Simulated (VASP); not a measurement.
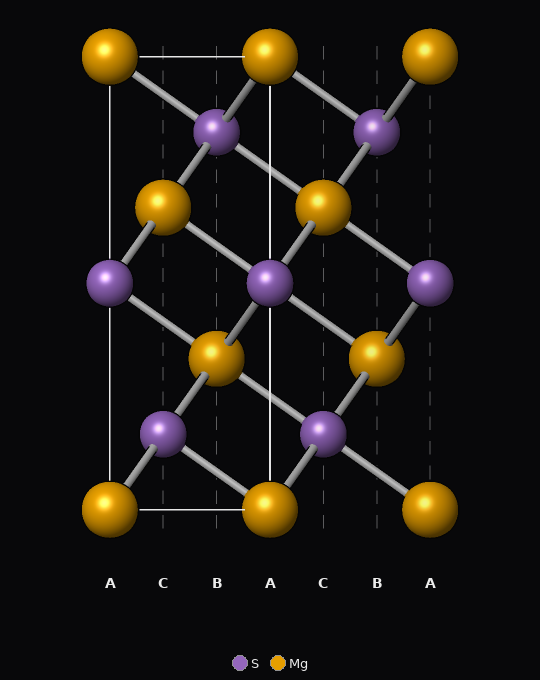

The picture looks along a close-packed row of the hexagonal mesh; [111] points upwards. The dashed lines mark the three columns A (0, 0), B (1/3, 2/3) and C (2/3, 1/3). The box is the hexagonal cell of the face-centred cubic lattice. The sequence starts with the first layer at or above the cell's origin.

MgS. Coordinates: an entry of the Crystallography Open Database, as set up for an electronic-structure calculation.

List the layers of one repeat.

Mg(A) – S(C) – Mg(B) – S(A) – Mg(C) – S(B) (six layers in 9.01 Å).

How are the S layers alone stacked?

S layers alone: CAB, the cubic close-packed type.

Which positions between or in the S layers do the other atoms fill?

Mg: three octahedral sites (per hexagonal cell).
